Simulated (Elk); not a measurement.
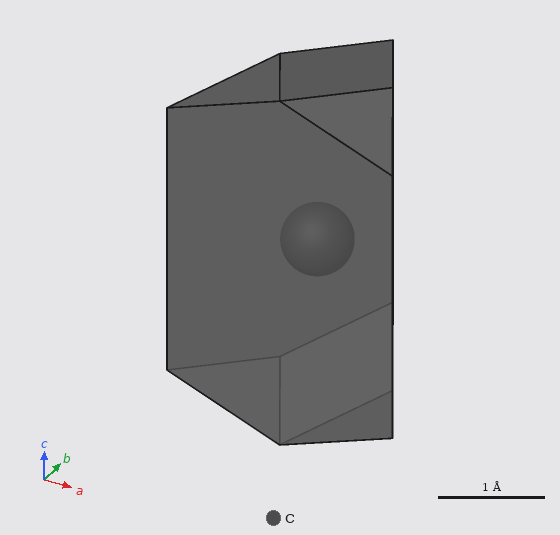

Voronoi–Dirichlet polyhedron, computed geometrically; every face belongs to one neighbour and no atomic radii are used. Central atom: C (8h) in C; faces take the colour of the neighbour behind them. Source: a calculation's input that goes back to an entry of the Crystallography Open Database (an earlier step may have relaxed or displaced it).

C, space group Fmmm (No. 69), a = 2.456 Å, b = 4.254 Å, c = 6.696 Å, α = 90.00°, β = 90.00°, γ = 90.00°

```
site  Wyckoff       x       y       z
   C       8h  0.5000  0.6667  0.0000
```

Question: Which neighbours share a face with the central atom?

Answer: 9 C (100 % of the solid angle).

Question: Give the Voronoi index ⟨n3,n4,n5,n6,…⟩ (numbers of faces with 3, 4, 5, 6 … edges).

Answer: 9 faces, index ⟨4,2,0,3⟩.

Question: What is the volume of this Voronoi cell?

Answer: 8.7 Å³, equal to the mean volume per atom.
